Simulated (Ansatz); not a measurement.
ZrS2: geometry relaxation (part 2 of 3)

The same run, continued: ZrS2 (P-3m1, 3 atoms in the cell); DFT PBE, scalar-relativistic, plane waves, PAW, no spin polarisation (Ansatz 0.2.0); cutoff 420 eV, 12×12×6 k-mesh, Gaussian smearing of 0.02 eV. The structure derives from an entry of the Crystallography Open Database.

Geometry of the input (Å; fractional positions):
```
3.6300  0.0000  0.0000
-1.8150  3.1437  0.0000
0.0000  0.0000  5.8500
Zr 0.0000  0.0000  0.0000
S  0.3333  0.6667  0.2492
S  0.6667  0.3333  0.7508
```

**Log, continued**
```
SCF iter   1: F=—  HF=-5992.653810 eV  |F-HF|=—  |Δ(HF+E_count)|=         —  Δρ=1.00e-3  dr2=1.69e-3  ethr=7.15e-6  ⟨swp⟩=2.0  Hψ=11668  notcnv=0
preconditioner: auto → Resta (q_TF=auto, 2.240 Å⁻¹)  ε∞=5.7  [insulator: Δε(μ)=1.127 eV  Ē_g=7.697 eV  σ=0.020 eV  W_gap=1.00  n_scr=22 (ndim 8)  ℏωp=16.8 eV  f_vac=0.140  D(μ)=0.00/eV (n_scr^D=0)  ε∞_Penn≈5.7]
SCF iter   2: F=—  HF=-5992.653502 eV  |F-HF|=—  |Δ(HF+E_count)|=   3.08e-4  Δρ=5.19e-4  dr2=4.36e-4  ethr=7.04e-6  ⟨swp⟩=2.1  Hψ=2031  notcnv=0
SCF iter   3: F=—  HF=-5992.653420 eV  |F-HF|=—  |Δ(HF+E_count)|=   8.23e-5  Δρ=1.37e-4  dr2=6.14e-5  ethr=1.82e-6  ⟨swp⟩=2.0  Hψ=2205  notcnv=0
SCF iter   4: F=—  HF=-5992.653439 eV  |F-HF|=—  |Δ(HF+E_count)|=   1.93e-5  Δρ=6.97e-5  dr2=8.74e-6  ethr=2.56e-7  ⟨swp⟩=2.1  Hψ=2119  notcnv=0
SCF iter   5: F=—  HF=-5992.653443 eV  |F-HF|=—  |Δ(HF+E_count)|=   4.49e-6  Δρ=2.34e-5  dr2=5.67e-7  ethr=3.64e-8  ⟨swp⟩=2.0  Hψ=2396  notcnv=0
SCF iter   6: F=-5992.653444 eV  HF=-5992.653444 eV  |F-HF|=4.28e-8  |Δ(HF+E_count)|=   7.63e-7  Δρ=3.55e-6  dr2=1.13e-8  ethr=8.89e-11  ⟨swp⟩=4.0  Hψ=7031  notcnv=0
SCF 10 converged in 6 iterations: F = -5992.653444 eV  dr2 = 1.13e-8
relax step  10: F+E_penalty+E_count = -5992.65344423 eV  Δ(F+E_penalty+E_count) = -3.142e-4 eV  max|allowed force component| = 4.301e-3 eV/Å  Δτ_max = 0.0181 Å  P = +0.031 GPa  Ω = 78.424 Å³  energy of the carried Pulay correction = -9.745e-5 eV  (6 SCF iters, dr2 threshold 2.13e-8 eV, accepted)
Crystal: 3 atoms, lattice volume = 79.233 Å³
Basis set: ecut = 420 eV, 1547 PW (Γ), exchange–correlation on 50×50×90 points (8 copies of the dense FFT grid, shifted against one another)
iter 1 solved again at ethr=3.96e-6 eV; its pass at ethr=3.10e-3 eV (dr2=9.50e-4 eV) is discarded
SCF iter   1: F=—  HF=-5992.653685 eV  |F-HF|=—  |Δ(HF+E_count)|=         —  Δρ=7.28e-4  dr2=8.95e-4  ethr=3.96e-6  ⟨swp⟩=2.3  Hψ=11468  notcnv=0
preconditioner: auto → Resta (q_TF=auto, 2.236 Å⁻¹)  ε∞=5.7  [insulator: Δε(μ)=1.131 eV  Ē_g=7.695 eV  σ=0.020 eV  W_gap=1.00  n_scr=22 (ndim 8)  ℏωp=16.7 eV  f_vac=0.147  D(μ)=0.00/eV (n_scr^D=0)  ε∞_Penn≈5.7]
SCF iter   2: F=—  HF=-5992.653523 eV  |F-HF|=—  |Δ(HF+E_count)|=   1.63e-4  Δρ=3.80e-4  dr2=2.37e-4  ethr=3.73e-6  ⟨swp⟩=2.1  Hψ=2067  notcnv=0
SCF iter   3: F=—  HF=-5992.653480 eV  |F-HF|=—  |Δ(HF+E_count)|=   4.30e-5  Δρ=1.01e-4  dr2=3.32e-5  ethr=9.88e-7  ⟨swp⟩=2.0  Hψ=2254  notcnv=0
SCF iter   4: F=—  HF=-5992.653483 eV  |F-HF|=—  |Δ(HF+E_count)|=   2.83e-6  Δρ=5.16e-5  dr2=4.92e-6  ethr=1.39e-7  ⟨swp⟩=2.2  Hψ=2135  notcnv=0
SCF iter   5: F=—  HF=-5992.653484 eV  |F-HF|=—  |Δ(HF+E_count)|=   1.43e-6  Δρ=1.69e-5  dr2=3.09e-7  ethr=2.05e-8  ⟨swp⟩=2.0  Hψ=2373  notcnv=0
SCF iter   6: F=-5992.653485 eV  HF=-5992.653485 eV  |F-HF|=2.39e-8  |Δ(HF+E_count)|=   4.29e-7  Δρ=2.63e-6  dr2=6.25e-9  ethr=4.10e-11  ⟨swp⟩=4.0  Hψ=7075  notcnv=0
SCF 11 converged in 6 iterations: F = -5992.653485 eV  dr2 = 6.25e-9
relax step  11: F+E_penalty+E_count = -5992.65348461 eV  Δ(F+E_penalty+E_count) = -4.037e-5 eV  max|allowed force component| = 2.518e-3 eV/Å  Δτ_max = 0.0129 Å  P = +0.022 GPa  Ω = 79.233 Å³  energy of the carried Pulay correction = -1.749e-4 eV  (6 SCF iters, dr2 threshold 9.83e-9 eV, accepted)
Crystal: 3 atoms, lattice volume = 79.507 Å³
iter 1 solved again at ethr=5.02e-7 eV; its pass at ethr=3.10e-3 eV (dr2=1.21e-4 eV) is discarded
SCF iter   1: F=—  HF=-5992.653487 eV  |F-HF|=—  |Δ(HF+E_count)|=         —  Δρ=2.37e-4  dr2=1.13e-4  ethr=5.02e-7  ⟨swp⟩=2.9  Hψ=10981  notcnv=0
preconditioner: auto → Resta (q_TF=auto, 2.235 Å⁻¹)  ε∞=5.7  [insulator: Δε(μ)=1.136 eV  Ē_g=7.693 eV  σ=0.020 eV  W_gap=1.00  n_scr=22 (ndim 8)  ℏωp=16.7 eV  f_vac=0.147  D(μ)=0.00/eV (n_scr^D=0)  ε∞_Penn≈5.7]
SCF iter   2: F=—  HF=-5992.653466 eV  |F-HF|=—  |Δ(HF+E_count)|=   2.15e-5  Δρ=1.22e-4  dr2=2.66e-5  ethr=4.71e-7  ⟨swp⟩=2.4  Hψ=2050  notcnv=0
SCF iter   3: F=—  HF=-5992.653463 eV  |F-HF|=—  |Δ(HF+E_count)|=   2.65e-6  Δρ=3.68e-5  dr2=4.84e-6  ethr=1.11e-7  ⟨swp⟩=2.1  Hψ=2198  notcnv=0
SCF iter   4: F=—  HF=-5992.653466 eV  |F-HF|=—  |Δ(HF+E_count)|=   2.71e-6  Δρ=1.79e-5  dr2=6.26e-7  ethr=2.02e-8  ⟨swp⟩=2.1  Hψ=2035  notcnv=0
SCF iter   5: F=—  HF=-5992.653466 eV  |F-HF|=—  |Δ(HF+E_count)|=   3.14e-7  Δρ=5.82e-6  dr2=3.14e-8  ethr=2.61e-9  ⟨swp⟩=2.0  Hψ=2367  notcnv=0
SCF iter   6: F=—  HF=-5992.653466 eV  |F-HF|=—  |Δ(HF+E_count)|=   5.08e-8  Δρ=8.82e-7  dr2=7.25e-10  ethr=1.31e-10  ⟨swp⟩=2.0  Hψ=2268  notcnv=0
SCF iter   7: F=—  HF=-5992.653466 eV  |F-HF|=—  |Δ(HF+E_count)|=   2.88e-9  Δρ=1.70e-7  dr2=4.18e-11  ethr=3.02e-12  ⟨swp⟩=2.0  Hψ=2404  notcnv=0
SCF iter   8: F=-5992.653466 eV  HF=-5992.653466 eV  |F-HF|=4.55e-12  |Δ(HF+E_count)|=  1.04e-10  Δρ=3.65e-8  dr2=1.28e-12  ethr=1.00e-12  ⟨swp⟩=6.1  Hψ=7440  notcnv=0
SCF 12 converged in 8 iterations: F = -5992.653466 eV  dr2 = 1.28e-12
relax step  12: F+E_penalty+E_count = -5992.65346613 eV  Δ(F+E_penalty+E_count) = +1.848e-5 eV  max|allowed force component| = 1.104e-3 eV/Å  Δτ_max = 0.0041 Å  P = +0.001 GPa  Ω = 79.507 Å³  energy of the carried Pulay correction = -2.024e-4 eV  (8 SCF iters, accepted)
Basis set: ecut = 420 eV, 1547 PW (Γ), exchange–correlation on 50×50×96 points (8 copies of the dense FFT grid, shifted against one another)
iter 1 solved again at ethr=1.25e-7 eV; its pass at ethr=3.10e-3 eV (dr2=3.00e-5 eV) is discarded
SCF iter   1: F=—  HF=-5992.653698 eV  |F-HF|=—  |Δ(HF+E_count)|=         —  Δρ=3.21e-5  dr2=8.44e-8  ethr=1.25e-7  ⟨swp⟩=3.1  Hψ=13930  notcnv=0
preconditioner: auto → Resta (q_TF=auto, 2.235 Å⁻¹)  ε∞=5.7  [insulator: Δε(μ)=1.136 eV  Ē_g=7.692 eV  σ=0.020 eV  W_gap=1.00  n_scr=22 (ndim 8)  ℏωp=16.7 eV  f_vac=0.148  D(μ)=0.00/eV (n_scr^D=0)  ε∞_Penn≈5.7]
SCF iter   2: F=—  HF=-5992.653681 eV  |F-HF|=—  |Δ(HF+E_count)|=   1.71e-5  Δρ=1.65e-5  dr2=2.16e-8  ethr=3.52e-10  ⟨swp⟩=2.6  Hψ=2832  notcnv=0
SCF iter   3: F=—  HF=-5992.653683 eV  |F-HF|=—  |Δ(HF+E_count)|=   2.22e-6  Δρ=9.00e-7  dr2=2.93e-10  ethr=9.01e-11  ⟨swp⟩=2.0  Hψ=2800  notcnv=0
SCF iter   4: F=—  HF=-5992.653683 eV  |F-HF|=—  |Δ(HF+E_count)|=  6.69e-10  Δρ=2.55e-7  dr2=5.60e-11  ethr=1.00e-12  ⟨swp⟩=7.9  Hψ=8967  notcnv=0
SCF iter   5: F=-5992.653683 eV  HF=-5992.653683 eV  |F-HF|=4.55e-12  |Δ(HF+E_count)|=  2.36e-11  Δρ=6.48e-8  dr2=3.03e-12  ethr=1.00e-12  ⟨swp⟩=6.0  Hψ=6835  notcnv=0
SCF 13 converged in 5 iterations: F = -5992.653683 eV  dr2 = 3.03e-12
relax step  13: F+E_penalty+E_count = -5992.65368324 eV  Δ(F+E_penalty+E_count) = -2.171e-4 eV  max|allowed force component| = 9.988e-4 eV/Å  Δτ_max = 0.0000 Å  P = +0.001 GPa  Ω = 79.507 Å³  stress off target by 9.56e-3 GPa  SCF on the basis re-selected at this cell (its energy is not comparable with the rows above)  (5 SCF iters)
```

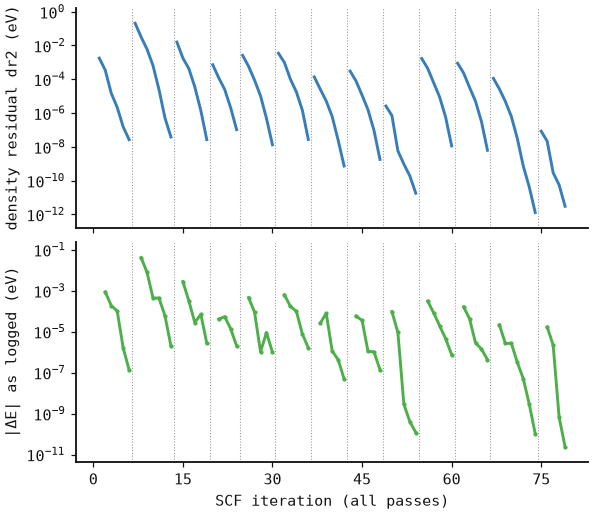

**Figure 1.** Convergence of the self-consistent field: density residual dr2 and size of the energy change against the SCF iteration. The dotted lines part the SCF passes of the relaxation: geometry steps, rejected trials and re-solves on a re-selected basis. The 13 passes take 5 to 8 iterations each, 79 in all.

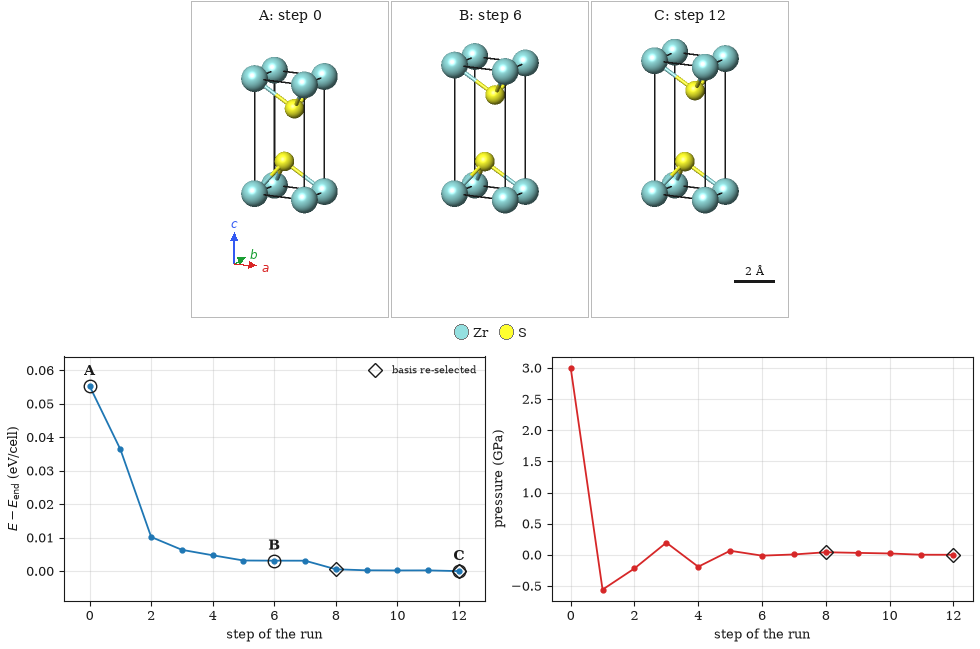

**Figure 2.** Frames of the relaxation (ball-and-stick view of the cell of the calculation, seen slightly off an axis) above the curves, on which the letters mark them (the first geometry is step 0 here and step 1 in the log).

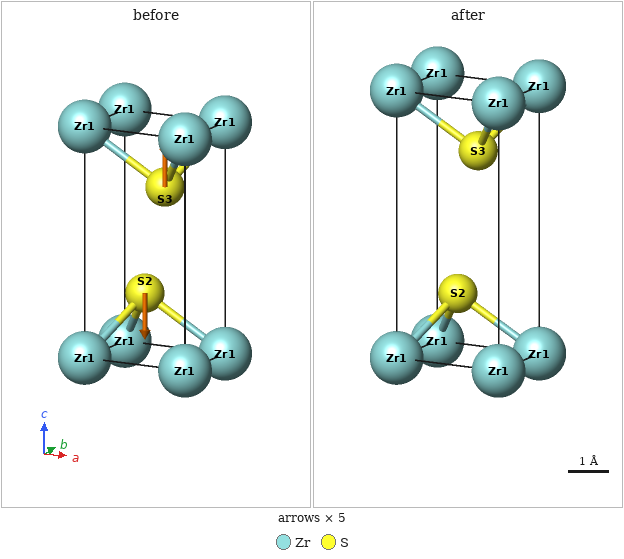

**Figure 3.** Before (left) and after (right) the relaxation, at one scale (ball-and-stick view of the cell of the calculation, seen slightly off an axis). The orange arrows give the displacements (without the part carried along by the change of the cell), magnified 5 times. The largest moves relative to the cell, 0.24 Å, are those of S2 and S3. Zr stays in place. The volume changes by +19.1 %, with a = b 3.630 → 3.685 Å (+1.5 %), c 5.850 → 6.759 Å (+15.5 %). Among the contacts that change: Zr1–S2 2.553 → 2.574 Å. The space group stays P-3m1 (No. 164). Over 10 geometry steps the energy falls by 55.1 meV per cell of the calculation. The largest force component goes from 0.094 to 0.001 eV/Å. Pressure: 3.00 GPa at the start and 0.00 GPa at the end. 1 further SCF at an unchanged geometry re-selected the plane-wave basis for the new cell. The energy change given includes the shifts at the re-selections in mid-walk, which come without any move. A last SCF at the same geometry on a re-selected plane-wave basis shifts the energy by −0.2 meV per cell of the calculation. (Atoms are counted from 1 in the order of the input.)

```
basis re-selected at this cell: Δ(F+E_penalty+E_count) = -2.171e-4 eV, ΔP = -0.001 GPa vs the last step (what re-selecting the basis moved, of the pressure what is left beyond the Pulay correction that the steps carried, after the strain that the cell walked since its last selection, with what the two solves' SCF thresholds leave and, on support functions, any second-order correction that the steps lacked; it is no measure of the basis error at this ecutwfc). The dense FFT grid was sized anew with the basis: this SCF ran on 25×25×48 points, the steps before it on 25×25×45, so part of this shift can come from that change (see relax.cell in the input reference). This SCF's stress stands 9.56e-3 GPa from its target on what of the cell is left free (relax.cell.stress_tol is 5.00e-2 GPa) and its largest allowed force component is 9.99e-4 eV/Å (relax.f_tol is 5.00e-3 eV/Å): within both
SCF converged after 5 iterations
Free energy (F): -5992.653683 eV
Harris-Foulkes:  -5992.653683 eV  (|F-HF|=4.55e-12)
Internal energy: -5992.653683 eV  (E = F + TS)
E sigma→0 (E₀):  -5992.653683 eV
Fermi energy:    5.575349 eV
--- Per-component energies (eV) ---
  E_band       = -210.542581
  E_kinetic    = 545.621648
  E_local      = -1710.817026  (includes V_loc(G=0)·N_el)
  E_nonlocal   = 134.501549
  E_hartree    = 637.830331
  E_xc         = -356.450358
  E_vxc        = -366.367758  (∫ρ·V_xc dr)
  E_paw        = -4153.775196  (= ΣΔE_a)
  E_vpaw       = -89.141648  (= ΣTr[D̂ρ^β])
  E_aug_tail   = 0.000027  (compensation charges beyond the density's cutoff)
  E_ewald      = -1089.564659
  E_smearing   = -0.000000  (= −TS)
  E_closure    = -0.000000  (closes the sum)
  Σ components = -5992.653683   (vs F -5992.653683, Δ=0.00e0)
--- Forces (eV/Å), atoms counted from 1 ---
  atom   1  Zr     0.00000000     0.00000000     0.00000000
  atom   2  S      0.00000000     0.00000000     0.00099876
  atom   3  S     -0.00000000    -0.00000000    -0.00099876
  max |Σ_I F_I| component: 9.25e-18 eV/Å
--- Stress (GPa, compression-positive) ---
       -0.003651       0.000000      -0.000000
       -0.000000      -0.003651      -0.000000
       -0.000000      -0.000000       0.009562
  P = ⅓ Tr σ = 0.0008 GPa (0.008 kbar)
--- Band table (eV; the first three rows and the last of 100) ---
  k-point 0: bands = ["-43.8840", "-21.9376", "-21.7918", "-21.7918", "-7.3699", "-6.1647", "1.1686", "2.3965", "2.3965", "4.6094", "5.0073", "5.0073", "6.6944", "6.6944", "7.5111", "10.1867"]
  k-point 1: bands = ["-43.8840", "-21.9376", "-21.7918", "-21.7918", "-7.3585", "-6.1834", "1.2481", "2.3979", "2.3979", "4.4171", "5.0019", "5.0019", "6.6929", "6.6929", "7.5963", "10.2063"]
  k-point 2: bands = ["-43.8840", "-21.9376", "-21.7918", "-21.7918", "-7.3348", "-6.2216", "1.4281", "2.4006", "2.4006", "4.0433", "4.9910", "4.9910", "6.6900", "6.6900", "7.7284", "10.2460"]
  k-point 99: bands = ["-43.8640", "-21.9620", "-21.9620", "-21.8763", "-6.2071", "-6.2071", "1.8139", "1.8139", "1.9996", "3.2806", "3.2806", "3.4204", "7.4031", "8.0997", "8.0997", "10.4442"]
--- Relaxed structure (11 steps of the walk, 11 accepted, 2 SCFs on fresh bases) ---
  F+E_penalty+E_count = -5992.65368324 eV   max|allowed force component| = 9.988e-4 eV/Å   (the final SCF, on the basis selected at the relaxed cell)
  cell:  # Å, volume = 79.5074 Å³
    - [3.685377513192705, 1.2245335643185424e-48, -1.4821048929413062e-32]
    - [-1.8426887565963526, 3.191630548960803, 1.9861639773754533e-17]
    - [-2.3329698792023702e-32, 3.696015850667917e-17, 6.759476214006694]
  atoms:
    - { symbol: Zr, position: [-1.6100565278844208e-33, -2.839828553998076e-34, 0.0] }
    - { symbol: S, position: [0.33333333333333326, 0.6666666666666665, 0.21425128762308493] }
    - { symbol: S, position: [0.6666666666666665, 0.33333333333333326, 0.7857487123769153] }
```

**Trajectory as extended XYZ (Å, eV, eV/Å), 13 frames, from step=1 to step=13**
```
3
Lattice="3.6300 0.0000 0.0000 -1.8150 3.1437 0.0000 0.0000 0.0000 5.8500" Properties=species:S:1:pos:R:3:forces:R:3 step=1 energy=-5992.59840 pressure_GPa=3.00
Zr    0.0000    0.0000    0.0000    0.0000   0.0000   0.0000
S     0.0000    2.0958    1.4578    0.0000   0.0000   0.0941
S     1.8150    1.0479    4.3922    0.0000   0.0000  -0.0941
3
Lattice="3.7551 0.0000 0.0000 -1.8775 3.2520 0.0000 0.0000 0.0000 6.1309" Properties=species:S:1:pos:R:3:forces:R:3 step=2 energy=-5992.61732 pressure_GPa=-0.56
Zr    0.0000    0.0000    0.0000    0.0000   0.0000   0.0000
S     0.0000    2.1680    1.3934    0.0000   0.0000   0.1983
S     1.8775    1.0840    4.7376    0.0000   0.0000  -0.1983
3
Lattice="3.6989 0.0000 0.0000 -1.8494 3.2033 0.0000 0.0000 0.0000 6.1780" Properties=species:S:1:pos:R:3:forces:R:3 step=3 energy=-5992.64349 pressure_GPa=-0.22
Zr    0.0000    0.0000    0.0000    0.0000   0.0000   0.0000
S     0.0000    2.1355    1.4417    0.0000   0.0000  -0.0232
S     1.8494    1.0678    4.7363    0.0000   0.0000   0.0232
3
Lattice="3.6832 0.0000 0.0000 -1.8416 3.1898 0.0000 0.0000 0.0000 6.2773" Properties=species:S:1:pos:R:3:forces:R:3 step=4 energy=-5992.64733 pressure_GPa=0.20
Zr    0.0000    0.0000    0.0000    0.0000   0.0000   0.0000
S     0.0000    2.1265    1.4481    0.0000   0.0000  -0.0033
S     1.8416    1.0633    4.8292    0.0000   0.0000   0.0033
3
Lattice="3.6838 0.0000 0.0000 -1.8419 3.1903 0.0000 0.0000 0.0000 6.3829" Properties=species:S:1:pos:R:3:forces:R:3 step=5 energy=-5992.64895 pressure_GPa=-0.19
Zr    0.0000    0.0000    0.0000    0.0000   0.0000   0.0000
S     0.0000    2.1268    1.4546    0.0000   0.0000  -0.0705
S     1.8419    1.0634    4.9284    0.0000   0.0000   0.0705
3
Lattice="3.6835 0.0000 0.0000 -1.8418 3.1900 0.0000 0.0000 0.0000 6.5190" Properties=species:S:1:pos:R:3:forces:R:3 step=6 energy=-5992.65052 pressure_GPa=0.06
Zr    0.0000    0.0000    0.0000    0.0000   0.0000   0.0000
S     0.0000    2.1267    1.4487    0.0000   0.0000   0.0005
S     1.8418    1.0633    5.0702    0.0000   0.0000  -0.0005
3
Lattice="3.6847 0.0000 0.0000 -1.8424 3.1911 0.0000 0.0000 0.0000 6.5375" Properties=species:S:1:pos:R:3:forces:R:3 step=7 energy=-5992.65056 pressure_GPa=-0.01
Zr    0.0000    0.0000    0.0000    0.0000   0.0000   0.0000
S     0.0000    2.1274    1.4491    0.0000   0.0000  -0.0086
S     1.8424    1.0637    5.0885    0.0000   0.0000   0.0086
3
Lattice="3.6852 0.0000 0.0000 -1.8426 3.1915 0.0000 0.0000 0.0000 6.5749" Properties=species:S:1:pos:R:3:forces:R:3 step=8 energy=-5992.65057 pressure_GPa=0.01
Zr    0.0000    0.0000    0.0000    0.0000   0.0000   0.0000
S     0.0000    2.1276    1.4480    0.0000   0.0000   0.0018
S     1.8426    1.0638    5.1269    0.0000   0.0000  -0.0018
3
Lattice="3.6852 0.0000 0.0000 -1.8426 3.1915 0.0000 0.0000 0.0000 6.5749" Properties=species:S:1:pos:R:3:forces:R:3 step=9 energy=-5992.65313 pressure_GPa=0.04
Zr    0.0000    0.0000    0.0000    0.0000   0.0000   0.0000
S     0.0000    2.1276    1.4480    0.0000   0.0000   0.0010
S     1.8426    1.0638    5.1269    0.0000   0.0000  -0.0010
3
Lattice="3.6853 0.0000 0.0000 -1.8427 3.1916 0.0000 0.0000 0.0000 6.6675" Properties=species:S:1:pos:R:3:forces:R:3 step=10 energy=-5992.65344 pressure_GPa=0.03
Zr    0.0000    0.0000    0.0000    0.0000   0.0000   0.0000
S     0.0000    2.1277    1.4478    0.0000   0.0000   0.0043
S     1.8427    1.0639    5.2197    0.0000   0.0000  -0.0043
3
Lattice="3.6849 0.0000 0.0000 -1.8425 3.1912 0.0000 0.0000 0.0000 6.7379" Properties=species:S:1:pos:R:3:forces:R:3 step=11 energy=-5992.65348 pressure_GPa=0.02
Zr    0.0000    0.0000    0.0000    0.0000   0.0000   0.0000
S     0.0000    2.1275    1.4483    0.0000   0.0000   0.0025
S     1.8425    1.0637    5.2896    0.0000   0.0000  -0.0025
3
Lattice="3.6854 0.0000 0.0000 -1.8427 3.1916 0.0000 0.0000 0.0000 6.7595" Properties=species:S:1:pos:R:3:forces:R:3 step=12 energy=-5992.65347 pressure_GPa=0.00
Zr    0.0000    0.0000    0.0000    0.0000   0.0000   0.0000
S     0.0000    2.1278    1.4482    0.0000   0.0000   0.0011
S     1.8427    1.0639    5.3113    0.0000   0.0000  -0.0011
3
Lattice="3.6854 0.0000 0.0000 -1.8427 3.1916 0.0000 0.0000 0.0000 6.7595" Properties=species:S:1:pos:R:3:forces:R:3 step=13 energy=-5992.65368 pressure_GPa=0.00
Zr    0.0000    0.0000    0.0000    0.0000   0.0000   0.0000
S     0.0000    2.1278    1.4482    0.0000   0.0000   0.0010
S     1.8427    1.0639    5.3113    0.0000   0.0000  -0.0010
```

This output came from the following input.
